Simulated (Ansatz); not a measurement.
Ir: space group P6_3/mmc (No. 194), a = 2.729 Å, b = 2.729 Å, c = 4.428 Å, α = 90.00°, β = 90.00°, γ = 120.00°. Source: the geometry relaxed with DFT, r2SCAN, plane waves (500 eV) with PAW, scalar-relativistic in Ansatz; the starting structure was generated, so it need not be a known form of this composition. Forms under 0.4 % of the area are left out.

**What shape follows from the Bravais–Friedel–Donnay–Harker rule?**

The forms computed, by share of the surface:

```csv
form,faces,d (Å),share of area (%)
{100},6,2.363,40.8
{101},12,2.085,39.7
{002},2,2.214,19.5
```

The crystal is roughly equant (blocky). Widths along a, b and c stand as 1.00 : 1.00 : 0.92.

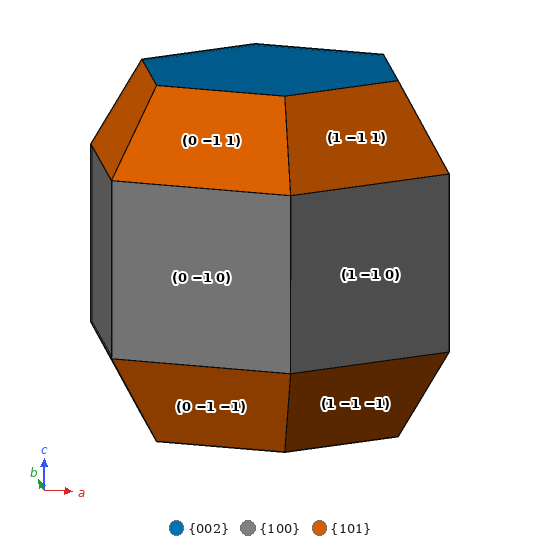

The computed shape, faces indexed. The rule is geometric and ignores bonding and growth conditions.
